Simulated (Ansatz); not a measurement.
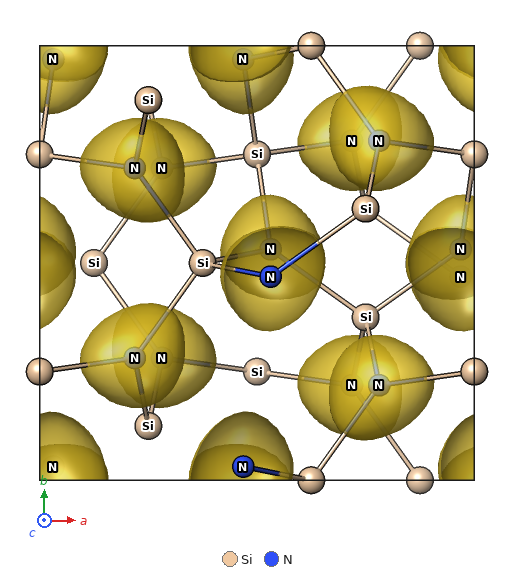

*Si3N4. Isosurface of the valence charge density (pseudo) at 1 e/Å³ (yellow), seen along the c axis. Sticks mark near contacts.*

Space group I-43d; computed pressure about −2 GPa in this cell.

Theory: DFT PBEsol, scalar-relativistic, plane waves, PAW (Ansatz 0.2.0).

```yaml
crystal:
  lattice:
    - [6.47470, 0.00000, 0.00000]
    - [0.00000, 6.47470, 0.00000]
    - [0.00000, 0.00000, 6.47470]
  atoms:
    - { symbol: Si, position: [0.87500, 0.00000, 0.25000] }
    - { symbol: Si, position: [0.37500, 0.50000, 0.75000] }
    - { symbol: Si, position: [0.25000, 0.87500, 0.00000] }
    - { symbol: Si, position: [0.75000, 0.37500, 0.50000] }
    - { symbol: Si, position: [0.12500, 0.50000, 0.25000] }
    - { symbol: Si, position: [0.62500, 0.00000, 0.75000] }
    - { symbol: Si, position: [0.25000, 0.12500, 0.50000] }
    - { symbol: Si, position: [0.75000, 0.62500, 0.00000] }
    - { symbol: Si, position: [0.00000, 0.25000, 0.87500] }
    - { symbol: Si, position: [0.50000, 0.75000, 0.37500] }
    - { symbol: Si, position: [0.50000, 0.25000, 0.12500] }
    - { symbol: Si, position: [0.00000, 0.75000, 0.62500] }
    - { symbol: N, position: [0.28140, 0.28140, 0.28140] }
    - { symbol: N, position: [0.78140, 0.78140, 0.78140] }
    - { symbol: N, position: [0.03140, 0.96860, 0.46860] }
    - { symbol: N, position: [0.53140, 0.46860, 0.96860] }
    - { symbol: N, position: [0.71860, 0.21860, 0.28140] }
    - { symbol: N, position: [0.21860, 0.71860, 0.78140] }
    - { symbol: N, position: [0.46860, 0.03140, 0.96860] }
    - { symbol: N, position: [0.96860, 0.53140, 0.46860] }
    - { symbol: N, position: [0.28140, 0.71860, 0.21860] }
    - { symbol: N, position: [0.78140, 0.21860, 0.71860] }
    - { symbol: N, position: [0.03140, 0.03140, 0.03140] }
    - { symbol: N, position: [0.53140, 0.53140, 0.53140] }
    - { symbol: N, position: [0.21860, 0.28140, 0.71860] }
    - { symbol: N, position: [0.71860, 0.78140, 0.21860] }
    - { symbol: N, position: [0.96860, 0.46860, 0.03140] }
    - { symbol: N, position: [0.46860, 0.96860, 0.53140] }
```

> What does this surface tell about the bonding?

At this value the density breaks into separate islands; it holds about 45 % of the electrons treated as valence. It bridges none of the near contacts. It is pinched off along the sampled Si–N (1.75 Å) contacts. On the grid the lowest density along these lines, outside the cores, is 0.81 e/Å³ (Si–N, 1.75 Å).
